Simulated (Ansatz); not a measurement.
## MoSe₂: a changed input and its effect

System: MoSe₂ (6 atoms in the cell).
Method of the first run: DFT PBEsol+U, scalar-relativistic, plane waves, PAW, Ueff = 1 eV on Mo atom 1 d; Ueff = 1 eV on Mo atom 2 d, spin-polarised (Ansatz 0.2.0).

The structure derives from an entry of the Crystallography Open Database. Text and figures count atoms from 1; the logs count them from 0 in places.

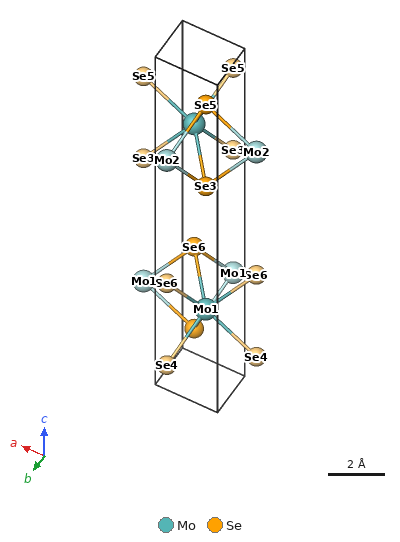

Figure 1. The input geometry (ball-and-stick view of the cell of the calculation, seen at an oblique angle; neighbours outside the cell are drawn fainter; atoms are numbered from 1 in the order of the input). Near neighbours in the crystal (not all of them lie inside the picture): Mo has 6 Se at 2.49 Å; Se has 3 Mo at 2.49 Å.

## The input, the first run
```yaml
crystal:
  lattice:
    - [3.28799957, 0.0, 0.0]
    - [-1.64399979, 2.84749116, 0.0]
    - [0.0, 0.0, 12.90000092]
  atoms:
    - { symbol: Mo, position: [0.3333333333, 0.6666666667, 0.25], spin: 2.0 }
    - { symbol: Mo, position: [0.6666666667, 0.3333333333, 0.75], spin: 2.0 }
    - { symbol: Se, position: [0.3333333333, 0.6666666667, 0.625] }
    - { symbol: Se, position: [0.6666666667, 0.3333333333, 0.125] }
    - { symbol: Se, position: [0.3333333333, 0.6666666667, 0.875] }
    - { symbol: Se, position: [0.6666666667, 0.3333333333, 0.375] }
basis:
  ecutwfc: 420
  ecutrho_ratio: 4
kpoints:
  mp_grid: { grid: [7, 7, 2] }
hamiltonian:
  xc: pbesol
  hubbard:
    sites: [{ site: 0, l: d, u_eff: 1.0 }, { site: 1, l: d, u_eff: 1.0 }]
scf:
  occupations: { method: gaussian, width: 0.05 }
  lower_state_search: "off"
  max_iter: 150
output:
  forces: true
  stress: true
  eigenvalues: true
  populations: true
  hubbard: { sites: [{ site: 0, l: d }, { site: 1, l: d }] }
magnetization:
  spin_polarized: true
```

Command:
```bash
ansatz run input.yaml --threads 4 --pin off --max-ram 6144MiB --backend cpu --events-out ev --progress --plain --runs-dir out
```

Hardware: 4 threads of Intel Xeon @ 2.60GHz (Ice Lake), 24 GiB of memory available, shared host.

## Output, shortened to warnings, some set-up lines, iterations and results (the first run)
```
WARN: the starting moments were not kept: the SCF closed with an absolute magnetisation of 4.4e-6 μB, where they sum to 4 μB in size (2 sites). That is at most 0.1 of that sum. Measured as dr2_m measures the in/out step, that magnetisation stands 1.1e-12 eV from none, at or under the dr2_threshold of 1.0e-7 eV: it is no larger than a step whose dr2_m would equal this threshold. The system may …
Basis set: ecut = 420 eV, 2395 PW (Γ), exchange–correlation on 48×48×180 points (8 copies of the dense FFT grid, shifted against one another)
Symmetry: 24 space group operations
k-points: 16 of 98
Initial density: superposition of atomic densities (chi_scale 0.1, normalization cell)
[...]
SCF iter   1: F=—  HF=-31494.153579 eV  |F-HF|=—  |Δ(HF+E_count)|=         —  Δρ=7.75e-2 (↑7.75e-2 ↓3.55e-2)  dr2=8.00e0  dr2_m=2.70e0  M=0.020 μB ∫|m|=1.334 μB  β_m=0.30  …
SCF iter   2: F=—  HF=-31493.286191 eV  |F-HF|=—  |Δ(HF+E_count)|=   8.67e-1  Δρ=4.57e-2 (↑4.57e-2 ↓3.12e-2)  dr2=1.60e0  dr2_m=1.38e0  M=0.002 μB ∫|m|=1.208 μB  β_m=0.30  …
SCF iter   3: F=—  HF=-31493.261235 eV  |F-HF|=—  |Δ(HF+E_count)|=   2.50e-2  Δρ=2.76e-2 (↑2.76e-2 ↓2.68e-2)  dr2=6.44e-1  dr2_m=7.33e-1  M=0.000 μB ∫|m|=1.029 μB  β_m=0.30  …
SCF iter   4: F=—  HF=-31493.287591 eV  |F-HF|=—  |Δ(HF+E_count)|=   2.64e-2  Δρ=2.06e-2 (↑2.06e-2 ↓1.81e-2)  dr2=6.02e-2  dr2_m=4.08e-1  M=0.000 μB ∫|m|=0.833 μB  β_m=0.30  …
SCF iter   5: F=—  HF=-31493.378910 eV  |F-HF|=—  |Δ(HF+E_count)|=   9.13e-2  Δρ=1.52e-2 (↑1.37e-2 ↓1.52e-2)  dr2=1.29e-2  dr2_m=2.29e-1  M=0.000 μB ∫|m|=0.686 μB  β_m=0.30  …
[... 6 lines ...]
SCF iter  12: F=—  HF=-31493.524106 eV  |F-HF|=—  |Δ(HF+E_count)|=   3.97e-5  Δρ=2.45e-5 (↑2.26e-5 ↓2.45e-5)  dr2=2.41e-7  dr2_m=5.61e-7  M=0.000 μB ∫|m|=0.002 μB  β_m=0.73  …
SCF iter  13: F=-31493.524106 eV  HF=-31493.524106 eV  |F-HF|=4.04e-8  |Δ(HF+E_count)|=   5.33e-8  Δρ=3.81e-6 (↑2.91e-6 ↓3.81e-6)  dr2=4.60e-8  dr2_m=7.63e-9  M=0.000 μB …
SCF iter  14: F=-31493.524106 eV  HF=-31493.524106 eV  |F-HF|=4.71e-9  |Δ(HF+E_count)|=   5.80e-8  Δρ=8.02e-7 (↑7.59e-7 ↓8.02e-7)  dr2=3.41e-9  dr2_m=2.14e-10  M=0.000 μB …
SCF iter  15: F=-31493.524106 eV  HF=-31493.524106 eV  |F-HF|=2.69e-10  |Δ(HF+E_count)|=   5.24e-9  Δρ=2.05e-7 (↑2.05e-7 ↓2.01e-7)  dr2=2.08e-10  dr2_m=1.66e-11  M=0.000 μB …
SCF 1 converged in 15 iterations: F = -31493.524106 eV  dr2 = 2.08e-10
SCF converged after 15 iterations
Magnetization: 0.0000 μB (46.0000 up, 46.0000 down)
Absolute magnetization: 0.0000 μB (∫|ρ↑−ρ↓|, with the PAW one-centre terms)
Spin contamination: 0.0000 ħ² per cell (⟨S²⟩ above its minimum at these occupations)
Per-site moments (μB) at R_I (Å): [(1.4553178295561504e-7, 1.0274317352800983), (1.4553178260689997e-7, 1.0274317352800983), (1.688789966138416e-7, 1.0274317352800986), (1.688789965439205e-7, 1.0274317352800983), (1.6887899655996085e-7, 1.0274317352800983), (1.688789965362011e-7, …
Free energy (F): -31493.524106 eV
Harris-Foulkes:  -31493.524106 eV  (|F-HF|=2.69e-10)
Internal energy: -31493.524106 eV  (E = F + TS)
E sigma→0 (E₀):  -31493.524106 eV
Fermi energy:    12.923983 eV
--- Per-component energies (eV) ---
  E_band       = -1641.029220
  E_kinetic    = 1364.311498
  E_local      = -12159.372738  (includes V_loc(G=0)·N_el)
  E_nonlocal   = -2079.428817
  E_hartree    = 5754.190877
  E_xc         = -782.022216
  E_vxc        = -854.437392  (∫ρ·V_xc dr)
  E_hubbard    = 2.478071  (on-site DFT+U / exact-exchange correction)
  E_vhub       = -0.370184  (the Hubbard potential's part of the band-sum identity)
  E_paw        = -13759.764090  (= ΣΔE_a)
  E_vpaw       = 579.889541  (= ΣTr[D̂ρ^β])
  E_aug_tail   = -0.002313  (compensation charges beyond the density's cutoff)
  E_ewald      = -9838.366777
  E_core_change = 4.452400  (= ΣΔE_core)
  E_smearing   = -0.000000  (= −TS)
  E_closure    = 0.000000  (closes the sum)
  Σ components = -31493.524106   (vs F -31493.524106, Δ=0.00e0)
--- Forces (eV/Å), atoms counted from 1 ---
  atom   1  Mo     0.00000000    -0.00000000     0.00000000
  atom   2  Mo    -0.00000000     0.00000000     0.00000000
  atom   3  Se    -0.00000000     0.00000000    -0.78655338
  atom   4  Se     0.00000000     0.00000000    -0.78655338
  atom   5  Se    -0.00000000     0.00000000     0.78655338
  atom   6  Se     0.00000000    -0.00000000     0.78655338
  max |Σ_I F_I| component: 1.10e-17 eV/Å
--- Stress (GPa, compression-positive) ---
        1.247556      -0.000000       0.000000
       -0.000000       1.247556       0.000000
        0.000000       0.000000       6.869017
  P = ⅓ Tr σ = 3.1214 GPa (31.214 kbar)
Occupation matrices written to [file]
--- Löwdin populations: 6 sites ---
  site symbol       q [e]    m [muB]
     0     Mo     13.8031    -0.0000
     1     Mo     13.8031    -0.0000
     2     Se     16.0119     0.0000
     3     Se     16.0119     0.0000
     4     Se     16.0119     0.0000
     5     Se     16.0119     0.0000
  spilling = 0.003764 (of n_electrons = 92.000000)
--- Occupation matrices: 2 shells (run DFT+U table (all-electron-ortho-atomic); ε = 2.88e-4) ---
  Mo0 d_4D: site group D3h (-6m2)
[...]
```

The input of the second run differs as follows (lines with − go, lines with + come):
```diff
-    - { symbol: Mo, position: [0.6666666667, 0.3333333333, 0.75], spin: 2.0 }
+    - { symbol: Mo, position: [0.6666666667, 0.3333333333, 0.75], spin: -1.0 }
+  spin_locking: { lock_spins: true }
```

How does the second run compare with the first run?

The total moment is fixed by the input in the second run, so the state need not be the lowest. With the same functional and potentials, the second run lies 499.2 meV per atom higher. The gap of 1.02 eV on the mesh closes. The net moment of the cell goes from 0.00 to 1.35 μB. The pressure goes from 3.12 to 11.84 GPa. The largest force goes from 0.787 to 1.592 eV/Å. On the same kind of shared host the second run took about 3.3 times as long.

## Output, shortened to warnings, some set-up lines, iterations and results (the second run)
```
Warning: output.stress: scf.convergence.dr2_threshold = 1e-7 eV (the SCF's general default) is looser than the 6e-10 eV advised for a printed stress (1e-10 eV for each atom of the cell: 6). What an SCF threshold leaves in a stress goes as its square root, and in the free energy as the threshold itself, and one threshold admits the most on a small cell: of the crystals measured, under no hybrid …
Warning: output.stress: the lock of the moments that magnetization.spin_locking holds to the close lets an SCF meet its threshold on dr2 anywhere within the lock's freeze window, and the stress can move with the moments there: no threshold on dr2 bounds that. The window is the square root of the freeze energy over magnetization.spin_locking.lambda. Set magnetization.spin_locking.freeze_energy_tol …
Basis set: ecut = 420 eV, 2395 PW (Γ), exchange–correlation on 48×48×180 points (8 copies of the dense FFT grid, shifted against one another)
Symmetry: 12 space group operations
k-points: 16 of 98 (time reversal used)
Initial density: superposition of atomic densities (chi_scale 0.1, normalization cell)
[...]
SCF iter   1: F=-31487.782113 eV  HF=-31493.459285 eV  |F-HF|=5.68e0  |Δ(HF+E_count)|=         —  Δρ=4.99e-2 (↑4.99e-2 ↓4.26e-2)  dr2=7.41e0  dr2_m=1.15e0  M=0.166 μB …
SCF iter   2: F=-31491.203162 eV  HF=-31492.464728 eV  |F-HF|=1.26e0  |Δ(HF+E_count)|=   9.95e-1  Δρ=2.51e-2 (↑2.36e-2 ↓2.51e-2)  dr2=1.96e0  dr2_m=2.85e-1  M=0.531 μB …
SCF iter   3: F=-31491.546752 eV  HF=-31492.339012 eV  |F-HF|=7.92e-1  |Δ(HF+E_count)|=   1.26e-1  Δρ=1.03e-2 (↑1.01e-2 ↓1.03e-2)  dr2=9.85e-1  dr2_m=4.59e-2  M=0.476 μB …
SCF iter   4: F=-31490.608536 eV  HF=-31492.295931 eV  |F-HF|=1.69e0  |Δ(HF+E_count)|=   4.31e-2  Δρ=8.48e-3 (↑8.48e-3 ↓8.14e-3)  dr2=1.78e0  dr2_m=1.12e-2  M=0.531 μB …
SCF iter   5: F=-31492.118736 eV  HF=-31492.148996 eV  |F-HF|=3.03e-2  |Δ(HF+E_count)|=   1.47e-1  Δρ=3.62e-3 (↑1.75e-3 ↓3.62e-3)  dr2=4.60e-2  dr2_m=5.03e-3  M=0.549 μB …
[... 28 lines ...]
SCF iter  34: F=-31490.528637 eV  HF=-31490.528638 eV  |F-HF|=1.05e-6  |Δ(HF+E_count)|=   1.75e-3  Δρ=3.66e-5 (↑2.64e-5 ↓3.66e-5)  dr2=4.59e-6  dr2_m=6.85e-7  M=1.349 μB …
SCF iter  35: F=-31490.529223 eV  HF=-31490.529224 eV  |F-HF|=2.19e-7  |Δ(HF+E_count)|=   5.86e-4  Δρ=1.17e-5 (↑1.17e-5 ↓1.14e-5)  dr2=6.21e-7  dr2_m=1.03e-7  M=1.348 μB …
SCF iter  36: F=-31490.529080 eV  HF=-31490.529081 eV  |F-HF|=4.65e-7  |Δ(HF+E_count)|=   1.43e-4  Δρ=6.65e-6 (↑6.65e-6 ↓5.07e-6)  dr2=5.01e-7  dr2_m=1.95e-8  M=1.348 μB …
SCF iter  37: F=-31490.529156 eV  HF=-31490.529156 eV  |F-HF|=2.62e-9  |Δ(HF+E_count)|=   7.47e-5  Δρ=1.62e-6 (↑1.61e-6 ↓1.62e-6)  dr2=6.26e-9  dr2_m=2.15e-9  M=1.348 μB …
SCF 1 converged in 37 iterations: F = -31490.529156 eV  dr2 = 6.26e-9
this state was not tested for a lower state beside it, because a magnetisation constraint still acts at the end of the SCF (magnetization_constraint; see scf.lower_state_search)
SCF converged after 37 iterations
Magnetization: 1.3479 μB (46.6740 up, 45.3260 down)
Absolute magnetization: 5.1276 μB (∫|ρ↑−ρ↓|, with the PAW one-centre terms)
Spin contamination: 1.0641 ħ² per cell (⟨S²⟩ above its minimum at these occupations)
Per-site moments (μB) at R_I (Å): [(1.9985116942295187, 1.0274317352800983), (-1.0027210072030774, 1.0274317352800983), (0.22312899120709026, 1.0274317352800986), (-0.254464347641825, 1.0274317352800983), (0.2231289912070908, 1.0274317352800983), (-0.2544643476418261, 1.0274317352800986)]
--- Magnetisation constraints (ε_frz = 1.0e-4 eV) ---
  site  kind      target   achieved (μB)  |Δ|max (μB)  g (eV/μB)  λ_eff  esc  ok   flags
  0     per_site  +2.0000  +1.9985        1.49e-3      -1.75e0    1.000  0    yes
  1     per_site  -1.0000  -1.0027        2.72e-3      +1.20e0    1.000  0    yes
Free energy (F): -31490.529156 eV
Harris-Foulkes:  -31490.529156 eV  (|F-HF|=2.62e-9)
Internal energy: -31490.523550 eV  (E = F + TS)
E sigma→0 (E₀):  -31490.526353 eV
Entropy (-TS):   -0.005606 eV (-0.934 meV/atom)
Fermi energy:    12.671953 eV
--- Per-component energies (eV) ---
  E_band       = -1633.189546
  E_kinetic    = 1373.339370
  E_local      = -12176.774696  (includes V_loc(G=0)·N_el)
  E_nonlocal   = -2074.490680
  E_hartree    = 5764.618005
  E_xc         = -783.649330
  E_vxc        = -856.517261  (∫ρ·V_xc dr)
  E_hubbard    = 2.044054  (on-site DFT+U / exact-exchange correction)
  E_vhub       = -1.133438  (the Hubbard potential's part of the band-sum identity)
  E_paw        = -13761.693554  (= ΣΔE_a)
  E_vpaw       = 577.854492  (= ΣTr[D̂ρ^β])
  E_aug_tail   = -0.002310  (compensation charges beyond the density's cutoff)
  E_constr_dc  = -4.701050  (∫m·b dr)
  E_ewald      = -9838.366777
  E_core_change = 4.452400  (= ΣΔE_core)
  E_smearing   = -0.005606  (= −TS)
  E_closure    = -0.000032  (closes the sum)
  E_penalty    = -0.000643  (constraint; not in F)
  Σ components = -31490.529156   (vs F -31490.529156, Δ=0.00e0)
--- Forces (eV/Å), atoms counted from 1 ---
  atom   1  Mo     0.00000000     0.00000000     0.00000000
  atom   2  Mo    -0.00000000     0.00000000     0.00000000
  atom   3  Se    -0.00000000    -0.00000000    -0.86070424
  atom   4  Se     0.00000000     0.00000000    -1.59202042
  atom   5  Se    -0.00000000    -0.00000000     0.86070424
  atom   6  Se     0.00000000     0.00000000     1.59202042
  max |Σ_I F_I| component: 2.22e-16 eV/Å
--- Stress (GPa, compression-positive) ---
       12.752747      -0.000000       0.000000
[...]
```

## The two runs side by side

| quantity | the first run | the second run |
| --- | --- | --- |
| outcome | converged | converged |
| free energy per atom (eV) | −5248.9207 | −5248.4215 |
| energy per atom, smearing taken to zero (eV) | −5248.9207 | −5248.4211 |
| gap on the mesh (eV) | 1.02 | 0.00 |
| net moment of the cell (μB) | 0.00 | 1.35 |
| absolute moment of the cell (μB) | 0.00 | 5.13 |
| pressure (GPa) | 3.12 | 11.84 |
| largest force (eV/Å) | 0.787 | 1.592 |
| SCF iterations | 15 | – |
| irreducible k-points | 16 | 16 |
| plane waves at Γ | 2395 | 2395 |
| wall time (shared host) | 4.7 s | 15 s |

For the first run: Warnings: some starting moments were not kept. For the second run: Warnings: the state was not tested for a lower one; the SCF threshold is looser than advised for the printed stress. The cell is under a pressure of 11.8 GPa at this level, so it is not at its equilibrium volume.
